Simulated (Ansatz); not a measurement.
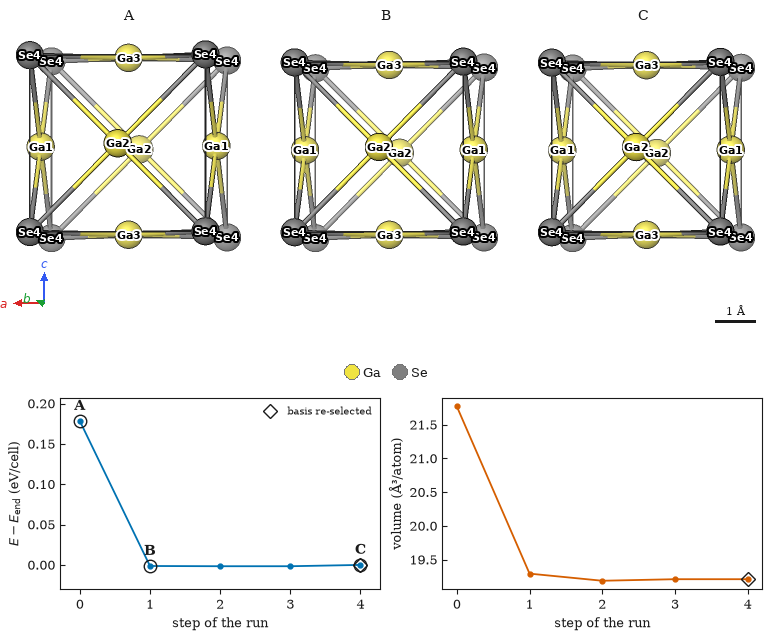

Frames of a relaxation of crystalline Ga$_{3}$Se (set up in Pm-3m), marked on the history of the run. The picture is a ball-and-stick view of the cell of the calculation, seen from a free direction.

Case: relaxed functional: LDA.

These are results of Ansatz, DFT LDA, scalar-relativistic, plane waves, PAW, not measurements.

The input:
```yaml
crystal:
  lattice:
    - [4.432465, 0.0, 0.0]
    - [0.0, 4.432465, 0.0]
    - [0.0, 0.0, 4.432465]
  atoms:
    - { symbol: Ga, position: [0.0, 0.5, 0.5] }
    - { symbol: Ga, position: [0.5, 0.0, 0.5] }
    - { symbol: Ga, position: [0.5, 0.5, 0.0] }
    - { symbol: Se, position: [0.0, 0.0, 0.0] }
basis:
  ecutwfc: 420
kpoints:
  mp_grid: { grid: [10, 10, 10] }
hamiltonian:
  xc: lda
scf:
  occupations: { method: gaussian, width: 0.1 }
output:
  forces: true
  stress: true
  eigenvalues: true
relax:
  adjacent_minimum: "off"
  f_tol: 0.01
  max_steps: 60
  cell: { stress_tol: 0.05 }
```

Launched with:
```bash
ansatz run input.yaml --threads 1 --pin off --max-ram 2560MiB --backend cpu --events-out ev --progress --plain --runs-dir out
```

What happens along the run?

Answer. No atom moves by more than 0.005 Å relative to the cell. The drawn cell changes as follows: a = b = c 4.432 → 4.251 Å (−4.1 %); the volume changes by −11.8 %. Among the contacts that change: Ga1–Se4 3.134 → 3.006 Å. The space group stays Pm-3m (No. 221). After 3 accepted moves (4 points after the start) the energy has fallen by 0.178 eV per cell of the calculation. All forces vanish by symmetry, so only the cell relaxes. Pressure: −4.97 GPa at the start and 0.00 GPa at the end. At 1 point the geometry stayed and the basis and grid were re-selected for the new cell (energy shift of 1.6 meV per cell of the calculation at most each time). From step 0 to 1: volume −11.4 %, energy −0.180 eV per cell of the calculation. From step 1 to 4: volume −0.4 %, energy +1.3 meV per cell of the calculation.
